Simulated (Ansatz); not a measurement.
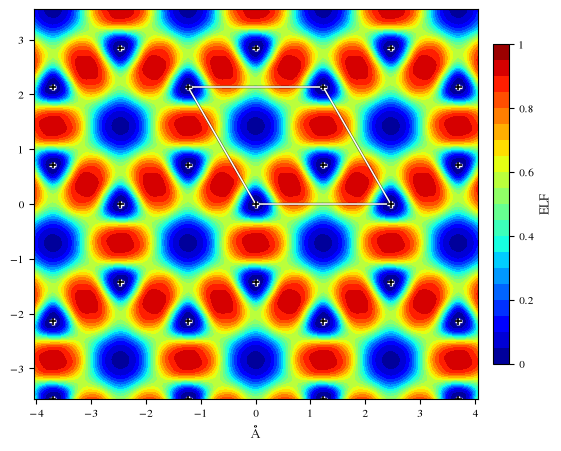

The ELF on a plane through atoms (crosses mark nuclei in the plane).

The calculation used Ansatz, DFT PBE+D3(BJ), scalar-relativistic, plane waves, PAW.

Candidates:
A. SnO (slab), a = 3.84 Å, b = 3.84 Å, c = 24.08 Å, α = 90.00°, β = 90.00°, γ = 90.00°. 
B. C, a = 2.46 Å, b = 2.46 Å, c = 6.74 Å, α = 90.00°, β = 90.00°, γ = 120.00°. Space group P6₃/mmc.

Which system is this?

Answer. Candidate B: C on the (001) plane of the conventional cell, which holds C. C–C (1.42 Å): the ELF peaks at about 0.95 between the atoms.
